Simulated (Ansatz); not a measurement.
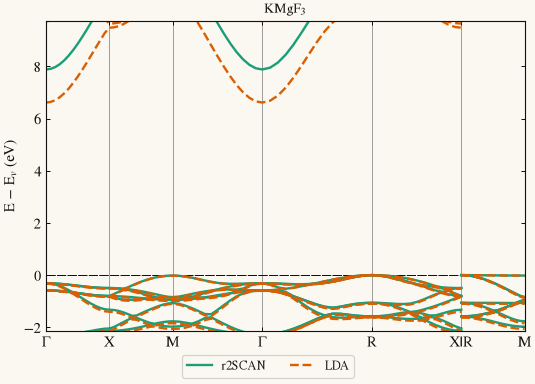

Band structures of KMgF$_{3}$, space group Pm-3m (No. 221), 5 atoms in the cell, by two methods on the same cell. Each is counted from its own valence-band top.

Q: How do the methods compare?

A: r2SCAN gives a gap of 7.88 eV along the path and LDA gives a gap of 6.61 eV along the path. Over the top 3 filled bands the two differ by 0.01 eV on average.

Settings. r2SCAN: DFT r2SCAN, scalar-relativistic, plane waves, PAW, no spin polarisation, 6×6×6 k mesh, 500 eV cutoff (Ansatz). LDA: DFT LDA, scalar-relativistic, plane waves, PAW, no spin polarisation, 6×6×6 k mesh, 420 eV cutoff (Ansatz 0.2.0).
